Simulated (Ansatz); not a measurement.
Consider TaAs.

Input

```
crystal:
  lattice:
    - [4.1431333058, 0.0, 0.0]
    - [0.0, 4.1431333058, 0.0]
    - [0.0, 0.0, 6.0562946021]
  atoms:
    - { symbol: Ta, position: [0.0, 0.0, 0.0] }
    - { symbol: Ta, position: [0.5, 0.5, 0.0] }
    - { symbol: As, position: [0.5, 0.0, 0.7362745202] }
    - { symbol: As, position: [0.0, 0.5, 0.2637254798] }
basis:
  ecutwfc: 420
kpoints:
  mp_grid: { grid: [12, 12, 8] }
hamiltonian:
  xc: pbe
scf:
  occupations: { method: gaussian, width: 0.1 }
output:
  forces: true
  stress: true
  eigenvalues: true
  write_density: true
  write_potential: true
  elf: true
  volumetric_format: npy
relax:
  adjacent_minimum: "off"
  f_tol: 0.01
  max_steps: 80
  cell: { stress_tol: 0.05 }
```

Command:

```sh
ansatz run input.yaml --threads 1 --pin off --max-ram 2048MiB --backend cpu --events-out ev --progress --plain --runs-dir out
```

Below, planes, directions and counts refer to the conventional cell (a = 4.18 Å, b = 4.18 Å, c = 6.04 Å, α = 90.00°, β = 90.00°, γ = 90.00°).

The fields are those of the relaxed geometry.

Space group P4/nmm; a structure generated by program, which may or may not match a known phase.

Computed with DFT PBE, scalar-relativistic, plane waves, PAW (Ansatz).

### What can the converged valence pseudo-density and electron localisation function tell about the bonding?

Ta–As (2.60 Å): ρ at the midpoint is about 0.44 e/Å³; the ELF is about 0.40 at the midpoint.

### Does the calculation make it a metal, or give it a gap?

It is metallic or semimetallic at this level of theory: no gap opens.

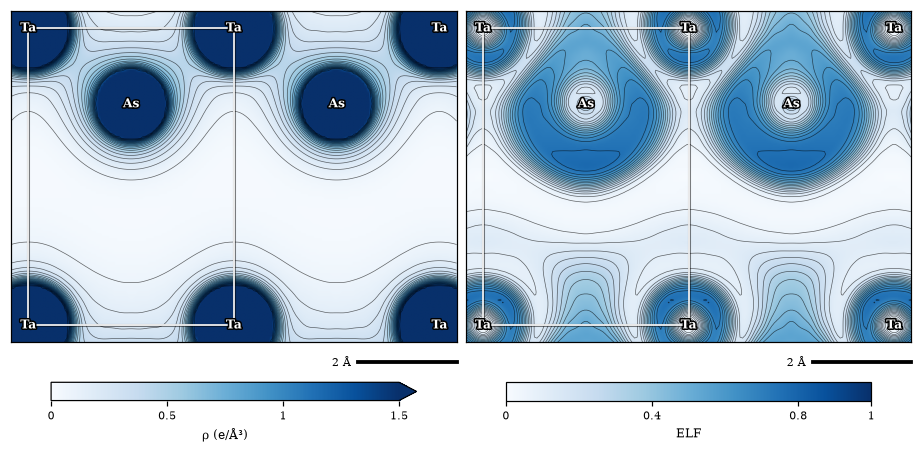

Computed valence pseudo-density and electron localisation function on the (100) plane of the conventional cell, in this order. 

The density is the valence pseudo-density of a PAW calculation; it isn't the true density close to the nuclei.
